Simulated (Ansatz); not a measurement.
Structure of Tl:

```
CELL_PARAMETERS angstrom
6.34377 0.00000 0.00000
0.00000 6.34377 0.00000
0.00000 0.00000 6.34377
ATOMIC_POSITIONS crystal
Tl 0.50000 0.50000 0.50000
Tl 0.00000 0.00000 0.00000
Tl 0.25000 0.00000 0.50000
Tl 0.50000 0.25000 0.00000
Tl 0.50000 0.75000 0.00000
Tl 0.75000 0.00000 0.50000
Tl 0.00000 0.50000 0.75000
Tl 0.00000 0.50000 0.25000
```

It is based on the geometry relaxed with Ansatz, DFT PBE, scalar-relativistic, plane waves, PAW; the starting structure was generated, so it need not be a known form of this composition.

Predict radii and indices of the first 4 visible rings (3 % of the strongest or more) for 200 kV electrons.

```csv
ring,radius,d (Å),hkl
1,3.15 nm⁻¹,3.17,200
2,3.52 nm⁻¹,2.84,210
3,3.86 nm⁻¹,2.59,211
4,5.46 nm⁻¹,1.831,222
```

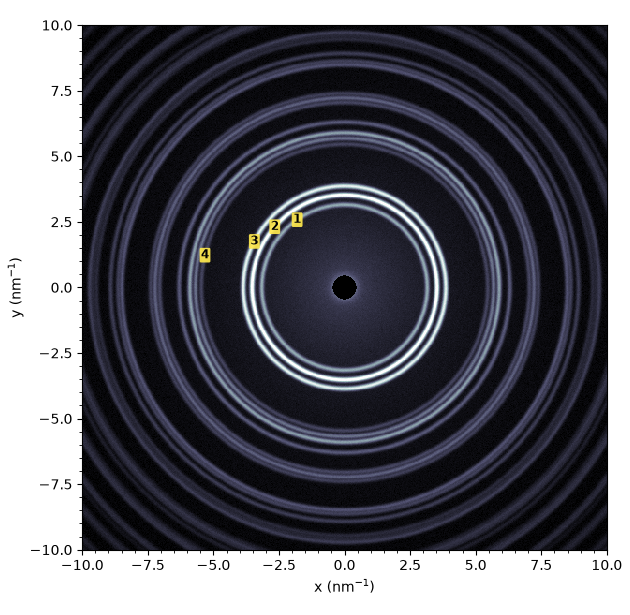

Simulated electron diffraction rings at 200 kV (λ = 0.0251 Å), scale in nm⁻¹ (radius = 1/d), for a fine-grained powder without texture. Kinematic intensities with B = 0.3 Å² for all atoms, without multiple scattering; brightness goes as intensity to the power 0.5, clipped at the top, with counting noise. Reflections closer than the ring width show as one ring. The numbers mark the rings of the table.
